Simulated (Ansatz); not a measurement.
## Electronic structure of Si$_{4}$Mo$_{3}$ (slab) in real space

Input file:

```
crystal:
  lattice:
    - [3.1900701696, 0.0, 0.0]
    - [0.0, 3.1900701696, 0.0]
    - [0.0, 0.0, 22.8213840036]
  atoms:
    - { symbol: Mo, position: [0.5, 0.5, 0.3286391394] }
    - { symbol: Si, position: [0.0, 0.0, 0.385167775] }
    - { symbol: Si, position: [0.5, 0.5, 0.4434713644] }
    - { symbol: Mo, position: [0.0, 0.0, 0.5] }
    - { symbol: Si, position: [0.5, 0.5, 0.5565286356] }
    - { symbol: Si, position: [0.0, 0.0, 0.614832225] }
    - { symbol: Mo, position: [0.5, 0.5, 0.6713608606] }
basis:
  ecutwfc: 420
kpoints:
  mp_grid: { grid: [11, 11, 1] }
hamiltonian:
  xc: pbesol
scf:
  occupations: { method: gaussian, width: 0.1 }
output:
  forces: true
  eigenvalues: true
  write_density: true
  write_potential: true
  elf: true
  volumetric_format: npy
relax:
  adjacent_minimum: "off"
  f_tol: 0.02
  max_steps: 60
efield:
  axis: 3
  dipole_correction: true
  ramp_width: 0.04
```

Command:

```sh
ansatz run input.yaml --threads 1 --pin off --max-ram 2560MiB --backend cpu --events-out ev --progress --plain --runs-dir out
```

The fields are those of the relaxed geometry.

Computed without spin polarisation.

Computed with Ansatz, DFT PBEsol, scalar-relativistic, plane waves, PAW.

The density is the valence pseudo-density of a PAW calculation; it isn't the true density close to the nuclei.

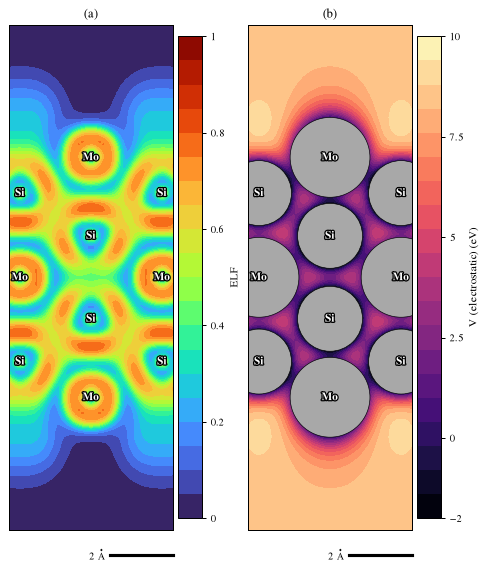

Figure 1. (a) ELF; (b) electrostatic potential (local pseudopotential plus Hartree) felt by an electron on the (11̄0) plane of the calculation cell, a cut from vacuum to vacuum. Grey discs cover the atomic cores in the potential map.

Question: Describe what can be read from this map.

Answer: The section cuts through Mo and Si sites. Si–Mo (2.49 Å): the ELF peaks at about 0.80 in the valence shell of Si, 0.9 Å from its nucleus, and is about 0.50 at the midpoint. Si–Mo (2.61 Å): the ELF peaks at about 0.70 in the valence shell of Si, 0.9 Å from its nucleus, and is about 0.40 at the midpoint. Si–Mo (2.67 Å): the ELF peaks at about 0.80 in the valence shell of Si, 0.9 Å from its nucleus, and is about 0.45 at the midpoint. The features right at Mo lie inside the PAW spheres, where the map follows smoothed inner orbitals and isn't to be read closely.

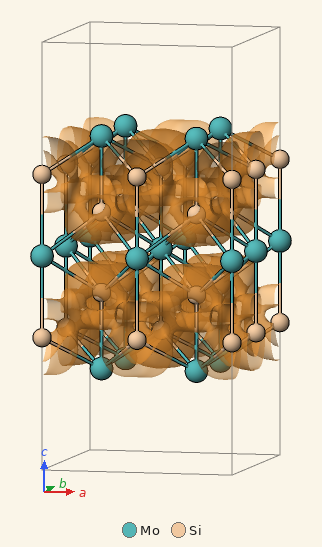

Figure 2. Isosurface of the ELF at 0.55 (orange), seen slightly off an axis. Only the valence region is drawn (cores and ρ < 0.01 e/Å³ removed). Sticks mark near contacts.

Question: Describe the localisation domains.

Answer: The surface consists of sheets that run through the cell in two directions, counted in one cell of 7 atoms. Counts are for one cell; the picture repeats the cell along the surface.

Question: Does the calculation make it a metal, or give it a gap?

Answer: It is gapless in this calculation (a metal or semimetal).
